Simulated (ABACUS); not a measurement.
## Band-structure run, with input and output: Sn

Sn (Fd-3m, 2 atoms in the cell), computed with Kohn-Sham DFT of a periodic cell, r2SCAN, SG15 ONCV 1.2 PBE, no spin polarisation (ABACUS 3.10.1).

The structure derives from an entry of the Crystallography Open Database. It belongs to a series of runs on one base structure; here: bands on the converged density.

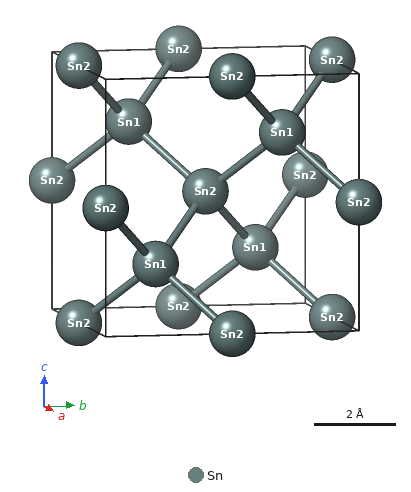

The input geometry (ball-and-stick view of the cell 4 times as large as that of the calculation, set on its symmetry axes, seen slightly off an axis; atoms are numbered from 1 in the order of the input). An atom can appear more than once, as a periodic image. Near neighbours in the periodic cell (some may lie outside the picture): Sn has 4 Sn at 2.80 Å.

### Input
```
INPUT_PARAMETERS
suffix              Sn
calculation         nscf
basis_type          pw
pseudo_dir          ./
symmetry            -1
dft_functional      MGGA_X_R2SCAN+MGGA_C_R2SCAN
ecutwfc             84.0
pseudo_rcut         7
nspin               1
nbands              24
ks_solver           dav
smearing_method     fd
smearing_sigma      0.00367493
scf_thr             1e-08
scf_nmax            100
mixing_type         broyden
mixing_beta         0.7
mixing_tau          1
init_chg            file
pw_diag_thr         1e-07
out_band            1
kpar                4
```

### File STRU
```
ATOMIC_SPECIES
Sn 118.7100 Sn_ONCV_PBE-1.2.upf

LATTICE_CONSTANT
1.8897261246

LATTICE_VECTORS
0.0000000000 3.2333428000 3.2333428000
3.2333428000 0.0000000000 3.2333428000
3.2333428000 3.2333428000 0.0000000000

ATOMIC_POSITIONS
Direct

Sn
0.0
2
0.7500000000 0.7500000000 0.7500000000 1 1 1
0.5000000000 0.5000000000 0.5000000000 1 1 1
```

### File KPT
```
K_POINTS
12
Line
0.00000000 0.00000000 0.00000000 10 // G
0.50000000 0.00000000 0.50000000 10 // X
0.50000000 0.25000000 0.75000000 10 // W
0.37500000 0.37500000 0.75000000 10 // K
0.00000000 0.00000000 0.00000000 10 // G
0.50000000 0.50000000 0.50000000 10 // L
0.62500000 0.25000000 0.62500000 10 // U
0.50000000 0.25000000 0.75000000 10 // W
0.50000000 0.50000000 0.50000000 10 // L
0.37500000 0.37500000 0.75000000 1 // K
0.62500000 0.25000000 0.62500000 10 // U
0.50000000 0.00000000 0.50000000 1 // X
```

Command:
```bash
OMP_NUM_THREADS=1 mpirun -np 4 abacus > log
```

### The program's output
```
ABACUS v3.10.1

               Atomic-orbital Based Ab-initio Computation at UStc

 ------------------------------------------------------------------------------------

 READING GENERAL INFORMATION
                           global_out_dir = OUT.Sn/
                           global_in_card = INPUT
                               pseudo_dir = ./
                              orbital_dir =
                                    DSIZE = 4
                                    GSIZE = 1

 READING UNITCELL INFORMATION
                                    ntype = 1
                  lattice constant (Bohr) = 1.88973
              lattice constant (Angstrom) = 1

 READING ATOM TYPE 1
                               atom label = Sn
                      L=0, number of zeta = 1
                      L=1, number of zeta = 1
                      L=2, number of zeta = 1
             number of atom for this type = 2

                        TOTAL ATOM NUMBER = 2
DIRECT COORDINATES
    atom                   x                   y                   z     mag                  vx                  vy                  vz
taud_Sn1            0.7500000000        0.7500000000        0.7500000000  0.0000        0.0000000000        0.0000000000        0.0000000000
taud_Sn2            0.5000000000        0.5000000000        0.5000000000  0.0000        0.0000000000        0.0000000000        0.0000000000

                          Volume (Bohr^3) = 456.228
                             Volume (A^3) = 67.6059

 Lattice vectors: (Cartesian coordinate: in unit of a_0)
                   +0            +3.23334            +3.23334
             +3.23334                  +0            +3.23334
             +3.23334            +3.23334                  +0
 Reciprocal vectors: (Cartesian coordinate: in unit of 2 pi/a_0)
            -0.154639           +0.154639           +0.154639
            +0.154639           -0.154639           +0.154639
            +0.154639           +0.154639           -0.154639
 The esolver type has been set to : ksdft_pw

                PAO radial cut off (Bohr) = 7

 Read in pseudopotential file is Sn_ONCV_PBE-1.2.upf
                     pseudopotential type = NC
          exchange-correlation functional = PBE
                 nonlocal core correction = 0
                        valence electrons = 14
                                     lmax = 2
                           number of zeta = 0
                     number of projectors = 6
                           L of projector = 0
                           L of projector = 0
                           L of projector = 1
                           L of projector = 1
                           L of projector = 2
                           L of projector = 2
 XC functional updated to : MGGA_X_R2SCAN+MGGA_C_R2SCAN
          exchange-correlation functional = MGGA_X_R2SCAN+MGGA_C_R2SCAN
     initial pseudo atomic orbital number = 0

 SETUP THE ELECTRONS NUMBER
            electron number of element Sn = 14
      total electron number of element Sn = 28
            AUTOSET number of electrons:  = 28
                           occupied bands = 14
                                   NBANDS = 24
                                   NLOCAL = 18

%%%%%%%%%%%%%%%%%%%%%%%%%%%%%%%%%%%%%%%%%%%%%%%%%%%%%%%%%%%%%%%%%%%%%%%%%%%%%%%%%%%%%%%%%%%%%%%%%%%%%%%%%%
 Warning: the number of valence electrons in pseudopotential > 4 for Sn: [Kr] 4d10 5s2 5p2
 Pseudopotentials with additional electrons can yield (more) accurate outcomes, but may be less efficient.
 If you're confident that your chosen pseudopotential is appropriate, you can safely ignore this warning.
%%%%%%%%%%%%%%%%%%%%%%%%%%%%%%%%%%%%%%%%%%%%%%%%%%%%%%%%%%%%%%%%%%%%%%%%%%%%%%%%%%%%%%%%%%%%%%%%%%%%%%%%%%

 SETUP THE PLANE WAVE BASIS
 energy cutoff for charge/potential (unit:Ry) = 336
            fft grid for charge/potential = [ 54, 54, 54 ]
                        fft grid division = [ 1, 1, 1 ]
        big fft grid for charge/potential = [ 54, 54, 54 ]
                                     nbxx = 157464
                                     nrxx = 157464

 SETUP PLANE WAVES FOR CHARGE/POTENTIAL
                    number of plane waves = 47447
                         number of sticks = 1735

 PARALLEL PW FOR CHARGE/POTENTIAL
     PROC   COLUMNS(POT)             PW
        1           1735          47447
 --------------- sum -------------------
        1           1735          47447
                            number of |g| = 426
                                  max |g| = 30.3219
                                  min |g| = 0

----------- Double Check Mixing Parameters Begin ------------
mixing_type: broyden
mixing_beta: 0.7
mixing_gg0: 1
mixing_gg0_min: 0.1
mixing_ndim: 8
----------- Double Check Mixing Parameters End ------------

 SETUP K-POINTS
                                    nspin = 1
                                   nkstot = 102
K-POINTS DIRECT COORDINATES
 KPOINTS    DIRECT_X    DIRECT_Y    DIRECT_Z  WEIGHT
       1  0.00000000  0.00000000  0.00000000  1.0000
       2  0.05000000  0.00000000  0.05000000  1.0000
       3  0.10000000  0.00000000  0.10000000  1.0000
       4  0.15000000  0.00000000  0.15000000  1.0000
       5  0.20000000  0.00000000  0.20000000  1.0000
       6  0.25000000  0.00000000  0.25000000  1.0000
       7  0.30000000  0.00000000  0.30000000  1.0000
       8  0.35000000  0.00000000  0.35000000  1.0000
       9  0.40000000  0.00000000  0.40000000  1.0000
      10  0.45000000  0.00000000  0.45000000  1.0000
      11  0.50000000  0.00000000  0.50000000  1.0000
      12  0.50000000  0.02500000  0.52500000  1.0000
      13  0.50000000  0.05000000  0.55000000  1.0000
      14  0.50000000  0.07500000  0.57500000  1.0000
      15  0.50000000  0.10000000  0.60000000  1.0000
      16  0.50000000  0.12500000  0.62500000  1.0000
      17  0.50000000  0.15000000  0.65000000  1.0000
      18  0.50000000  0.17500000  0.67500000  1.0000
      19  0.50000000  0.20000000  0.70000000  1.0000
      20  0.50000000  0.22500000  0.72500000  1.0000
      21  0.50000000  0.25000000  0.75000000  1.0000
      22  0.48750000  0.26250000  0.75000000  1.0000
      23  0.47500000  0.27500000  0.75000000  1.0000
      24  0.46250000  0.28750000  0.75000000  1.0000
      25  0.45000000  0.30000000  0.75000000  1.0000
      26  0.43750000  0.31250000  0.75000000  1.0000
      27  0.42500000  0.32500000  0.75000000  1.0000
      28  0.41250000  0.33750000  0.75000000  1.0000
      29  0.40000000  0.35000000  0.75000000  1.0000
      30  0.38750000  0.36250000  0.75000000  1.0000
[... 72 further k points ...]

           k-point number in this process = 26
       minimum distributed K point number = 25

[... K-POINTS CARTESIAN COORDINATES: 26 rows ...]

[... K-POINTS DIRECT COORDINATES: 26 rows ...]

 SETUP PLANE WAVES FOR WAVE FUNCTIONS
     energy cutoff for wavefunc (unit:Ry) = 84
              fft grid for wave functions = [ 54, 54, 54 ]
                    number of plane waves = 7119
                         number of sticks = 499

 PARALLEL PW FOR WAVE FUNCTIONS
     PROC   COLUMNS(POT)             PW
        1            499           7119
 --------------- sum -------------------
        1            499           7119

 SETUP NONLOCAL PSEUDOPOTENTIALS IN PLANE WAVE BASIS
 Sn non-local projectors:
 projector 1 L=0
 projector 2 L=0
 projector 3 L=1
 projector 4 L=1
 projector 5 L=2
 projector 6 L=2
      TOTAL NUMBER OF NONLOCAL PROJECTORS = 36

 Init Non-Local PseudoPotential table :
 Init Non-Local-Pseudopotential done.

                                     npwx = 5961

 -------------------------------------------
 NONSELF-CONSISTENT
 -------------------------------------------
                                 init_chg = file
 try to read charge from file
 Read in the charge density: OUT.Sn//Sn-CHARGE-DENSITY.restart
 try to read kinetic energy density from file
 Read in the kinetic energy density: OUT.Sn//Sn-TAU-DENSITY.restart

 PW ALGORITHM --------------- ION=   1  ELEC=   1--------------------------------

 k(1/102) Iter steps (avg)=13 threshold=1e-07
 k(2/102) Iter steps (avg)=15 threshold=1e-07
 k(3/102) Iter steps (avg)=14 threshold=1e-07
 k(4/102) Iter steps (avg)=14 threshold=1e-07
 k(5/102) Iter steps (avg)=13 threshold=1e-07
 k(6/102) Iter steps (avg)=14 threshold=1e-07
 k(7/102) Iter steps (avg)=15 threshold=1e-07
 k(8/102) Iter steps (avg)=20 threshold=1e-07
 k(9/102) Iter steps (avg)=20 threshold=1e-07
 k(10/102) Iter steps (avg)=16 threshold=1e-07
 k(11/102) Iter steps (avg)=15 threshold=1e-07
 k(12/102) Iter steps (avg)=15 threshold=1e-07
 k(13/102) Iter steps (avg)=16 threshold=1e-07
 k(14/102) Iter steps (avg)=16 threshold=1e-07
 k(15/102) Iter steps (avg)=18 threshold=1e-07
 k(16/102) Iter steps (avg)=20 threshold=1e-07
 k(17/102) Iter steps (avg)=21 threshold=1e-07
 k(18/102) Iter steps (avg)=22 threshold=1e-07
 k(19/102) Iter steps (avg)=21 threshold=1e-07
 k(20/102) Iter steps (avg)=22 threshold=1e-07
 k(21/102) Iter steps (avg)=21 threshold=1e-07
 k(22/102) Iter steps (avg)=22 threshold=1e-07
 k(23/102) Iter steps (avg)=20 threshold=1e-07
 k(24/102) Iter steps (avg)=19 threshold=1e-07
 k(25/102) Iter steps (avg)=18 threshold=1e-07
 k(26/102) Iter steps (avg)=18 threshold=1e-07
[... levels at 26 k points of this process ...]

 Density error is 0.00000000000
                          Error Threshold = 1.00000000000e-07
----------------------------------------------------------
     Energy           Rydberg                 eV
----------------------------------------------------------
 E_KohnSham     -239.8589039879      -3263.4478102706
 E_KS(sigma->0) -239.8585164236      -3263.4425371878
 E_Harris       -239.8589039879      -3263.4478102706
 E_band         -15.1447647816       -206.0550958994
 E_one_elec     -101.5720632248      -1381.9588174730
 E_Hartree      62.5786996256        851.4268883388
 E_xc           -28.0677856488       -381.8818150662
 E_Ewald        -172.7969796114      -2351.0235199045
 E_entropy(-TS) -0.0007751286        -0.0105461657
 E_descf        0.0000000000         0.0000000000
 E_exx          0.0000000000         0.0000000000
 E_Fermi        0.6857222842         9.3297303101
----------------------------------------------------------

 charge density convergence is achieved
 final etot is -3263.4478103 eV
 EFERMI = 9.3297303101 eV

 STATE ENERGY(eV) AND OCCUPATIONS    NSPIN == 1
 1/26 kpoint (Cartesian) = 0.0000 0.0000 0.0000 (5961 pws)
       1       -12.2538      0.0196078
       2       -12.2538      0.0196078
       3       -12.2538      0.0196078
       4       -12.1755      0.0196078
       5       -12.1755      0.0196078
       6       -11.8156      0.0196078
       7       -11.8156      0.0196078
       8       -11.8156      0.0196078
       9       -11.7868      0.0196078
      10       -11.7868      0.0196078
      11       -1.99501      0.0196078
      12        8.40821      0.0196078
      13        9.35000     0.00784301
      14        9.35000     0.00784301
      15        9.35000     0.00784301
      16        11.6510    1.34895e-22
      17        11.6510    1.34895e-22
      18        11.6510    1.34895e-22
      19        14.7128    3.43305e-49
      20        18.0572    3.06778e-78
      21        18.0572    3.06777e-78
      22        18.4051    2.91740e-81
      23        18.4051    2.91740e-81
      24        18.4051    2.91739e-81

 2/26 kpoint (Cartesian) = 0.0000 0.015464 0.0000 (5949 pws)
       1       -12.2562      0.0196078
       2       -12.2556      0.0196078
       3       -12.2556      0.0196078
       4       -12.1730      0.0196078
       5       -12.1686      0.0196078
       6       -11.8303      0.0196078
       7       -11.8130      0.0196078
       8       -11.8130      0.0196078
       9       -11.7892      0.0196078
      10       -11.7778      0.0196078
      11       -1.96089      0.0196078
      12        7.93024      0.0196078
      13        9.18601      0.0185601
      14        9.18601      0.0185601
      15        9.81166    1.27776e-06
      16        11.5445    1.13435e-21
      17        11.8578    2.15509e-24
      18        11.8578    2.15509e-24
      19        14.8988    8.31608e-51
      20        17.2867    1.51034e-71
      21        18.0872    1.68431e-78
      22        18.4731    7.47955e-82
      23        18.4731    7.47954e-82
      24        19.0286    1.11933e-86

 3/26 kpoint (Cartesian) = 0.0000 0.030928 0.0000 (5950 pws)
       1       -12.2607      0.0196078
       2       -12.2605      0.0196078
       3       -12.2605      0.0196078
       4       -12.1657      0.0196078
       5       -12.1505      0.0196078
       6       -11.8580      0.0196078
       7       -11.8056      0.0196078
       8       -11.8056      0.0196078
       9       -11.7961      0.0196078
      10       -11.7668      0.0196078
      11       -1.85870      0.0196078
      12        7.16560      0.0196078
      13        8.81185      0.0196072
      14        8.81185      0.0196072
      15        10.5107    1.08292e-12
      16        11.2881    1.91679e-19
      17        12.3596    9.43902e-29
      18        12.3596    9.43901e-29
      19        15.3925    4.28846e-55
      20        16.4309    4.09843e-64
      21        18.1772    2.78258e-79
      22        18.6776    1.25222e-83
      23        18.6776    1.25222e-83
      24        19.5170        0.00000

 4/26 kpoint (Cartesian) = 0.0000 0.046392 0.0000 (5946 pws)
       1       -12.2679      0.0196078
       2       -12.2679      0.0196078
       3       -12.2636      0.0196078
       4       -12.1538      0.0196078
       5       -12.1253      0.0196078
       6       -11.8910      0.0196078
       7       -11.8075      0.0196078
       8       -11.7944      0.0196078
       9       -11.7944      0.0196078
      10       -11.7610      0.0196078
      11       -1.68895      0.0196078
      12        6.37015      0.0196078
      13        8.37815      0.0196078
      14        8.37815      0.0196078
      15        10.9836    8.45767e-17
      16        11.1322    4.32869e-18
      17        13.0033    2.42336e-34
      18        13.0033    2.42336e-34
      19        15.7698    2.26455e-58
      20        16.0865    4.01544e-61
      21        18.3275    1.37624e-80
      22        19.0192    1.35221e-86
      23        19.0192    1.35221e-86
      24        19.8991        0.00000

 5/26 kpoint (Cartesian) = 0.0000 0.061855 0.0000 (5930 pws)
       1       -12.2768      0.0196078
       2       -12.2768      0.0196078
       3       -12.2629      0.0196078
       4       -12.1375      0.0196078
       5       -12.0953      0.0196078
       6       -11.9276      0.0196078
       7       -11.8230      0.0196078
       8       -11.7806      0.0196078
       9       -11.7806      0.0196078
      10       -11.7615      0.0196078
      11       -1.45253      0.0196078
      12        5.57589      0.0196078
      13        7.95588      0.0196078
      14        7.95588      0.0196078
      15        10.6952    2.70660e-14
      16        11.5299    1.52092e-21
      17        13.7142    1.62115e-40
      18        13.7142    1.62115e-40
      19        15.4480    1.41176e-55
      20        16.9060    3.06057e-68
      21        18.5386    2.02116e-82
      22        19.4975        0.00000
      23        19.4975        0.00000
      24        20.3181        0.00000

 6/26 kpoint (Cartesian) = 0.0000 0.077319 0.0000 (5942 pws)
       1       -12.2862      0.0196078
       2       -12.2862      0.0196078
       3       -12.2575      0.0196078
       4       -12.1173      0.0196078
       5       -12.0621      0.0196078
       6       -11.9663      0.0196078
       7       -11.8425      0.0196078
       8       -11.7684      0.0196078
       9       -11.7658      0.0196078
      10       -11.7658      0.0196078
      11       -1.15072      0.0196078
      12        4.79296      0.0196078
      13        7.57541      0.0196078
      14        7.57541      0.0196078
      15        10.4545    3.33528e-12
      16        11.5961    4.04582e-22
      17        14.4575    5.66983e-47
      18        14.4575    5.66983e-47
      19        15.5713    1.19936e-56
      20        17.7965    5.63954e-76
      21        18.8108    8.71952e-85
      22        20.1092        0.00000
      23        20.1092        0.00000
      24        20.8276        0.00000

[... levels at 20 further k points ...]

 --------------------------------------------
 !FINAL_ETOT_IS -3263.447810270634 eV
 --------------------------------------------

 Output bands in file: OUT.Sn/BANDS_1.dat
```

### Key numbers

```tsv
quantity	value
outcome	converged
space group (tolerance 0.01 Å)	Fd-3m (227)
electrons treated	28
hardware	4 threads of Intel Xeon (Sapphire Rapids), 64 GiB of memory available, shared host
wall time	1.7 min (CPU time 6.8 min)
peak memory	0.68 GiB
```
